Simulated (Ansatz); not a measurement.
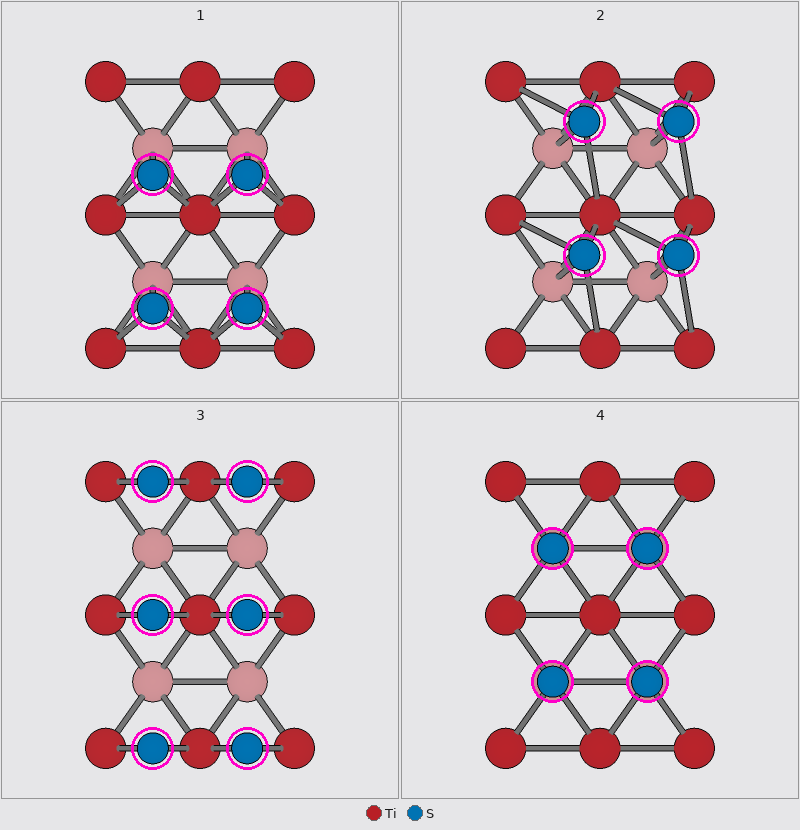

S on a Ti(110) slab cut from the Fm-3m phase, its upper half relaxed before the scan (4 atoms of substrate and one adsorbate in a 1 × 1 cell). S is moved over the surface cell; relaxed at each place: the height of the adsorbate's atoms; substrate rigid; the origin of the map has the adsorbate above Ti4. Places are given modulo a cell vector. The map is drawn in real space over the plane of the surface. The scan uses a 6 × 10 grid; 24 points were computed and 36 follow by symmetry. Energies are in eV, from the lowest grid point. With one adsorbate in each 1 × 1 cell, its nearest image is 2.9 Å away, so neighbouring adsorbates interact. Level of theory: DFT PBE, scalar-relativistic, plane waves, PAW (Ansatz 0.2.0). Settings: cutoff 420 eV, k-mesh 9×7×1, gaussian smearing 0.1 eV, no spin polarisation.

The numbered pictures are structures from this grid. Rings mark the moved atoms.

Which is the most stable, and how do the others follow?

Answer. 4, at a fourfold hollow over a second-layer Ti atom, (3/6, 5/10) of the cell vectors: 0.00 eV; 1, at (3/6, 3/10) of the cell vectors [nearest 2 Ti at 2.27 Å]: 0.51 eV; 3, at a bridge site between two Ti atoms, (3/6, 0/10) of the cell vectors: 1.09 eV; 2, at (5/6, 7/10) of the cell vectors [nearest 1 Ti at 2.17 Å]: 1.62 eV.

The map, with the structures marked:

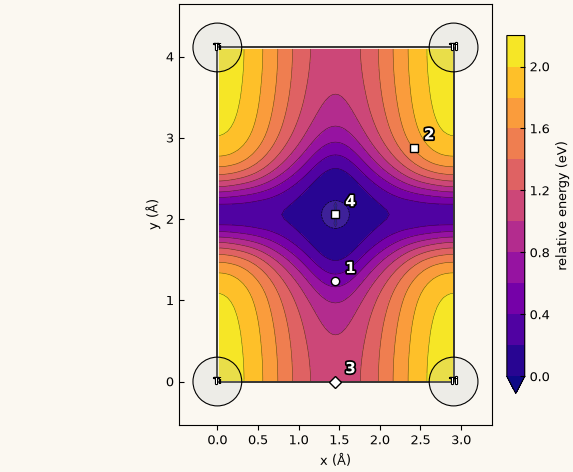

The picture shows filled contours, labelled circles for the atoms of the top layer and small ones for the second layer, the outline of one cell of the plane. Between grid points the surface is interpolated.

PAW datasets: the set soft_1.
